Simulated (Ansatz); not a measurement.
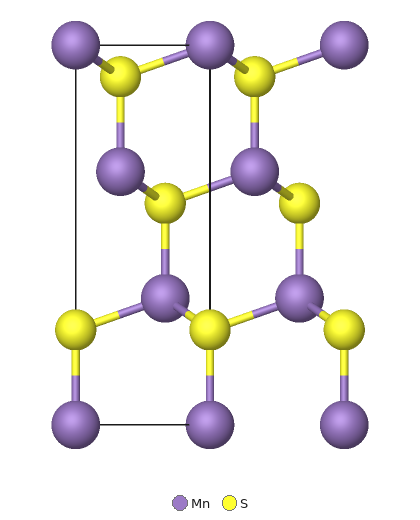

The picture looks along a close-packed row of the hexagonal mesh; [111] points upwards. Every atom sits on one of the three columns of the mesh; call them A, B, C in the order in which they first turn up. The box is the hexagonal cell of the face-centred cubic lattice. The sequence starts with the first layer at or above the cell's origin.

The compound is MnS (space group F-43m, No. 216), taken as the end point of a relaxation at a target pressure of 4 GPa with Ansatz 0.2.0, DFT PBEsol, scalar-relativistic, plane waves, PAW.

Read off the stacking sequence over one period.

Answer. Mn(A) – S(A) – Mn(B) – S(B) – Mn(C) – S(C) (six layers in 9.07 Å).

How are the S layers alone stacked?

Answer. S layers alone: ABC, the cubic close-packed type.

Which positions between or in the S layers do the other atoms fill?

Answer. Mn: three tetrahedral sites in each hexagonal cell.

What short polytype symbol fits?

Answer. Polytype symbol 3C, the symbol of a tetrahedral polytype (number of double layers in the repeat and lattice).

Heights of the layers:

```json
{"layer": "1", "atoms (column)": "Mn(A)", "height (Å)": "0.00", "to next (Å)": "2.27"}
{"layer": "2", "atoms (column)": "S(A)", "height (Å)": "2.27", "to next (Å)": "0.76"}
{"layer": "3", "atoms (column)": "Mn(B)", "height (Å)": "3.02", "to next (Å)": "2.27"}
{"layer": "4", "atoms (column)": "S(B)", "height (Å)": "5.29", "to next (Å)": "0.76"}
{"layer": "5", "atoms (column)": "Mn(C)", "height (Å)": "6.05", "to next (Å)": "2.27"}
{"layer": "6", "atoms (column)": "S(C)", "height (Å)": "8.32", "to next (Å)": "0.76"}
```
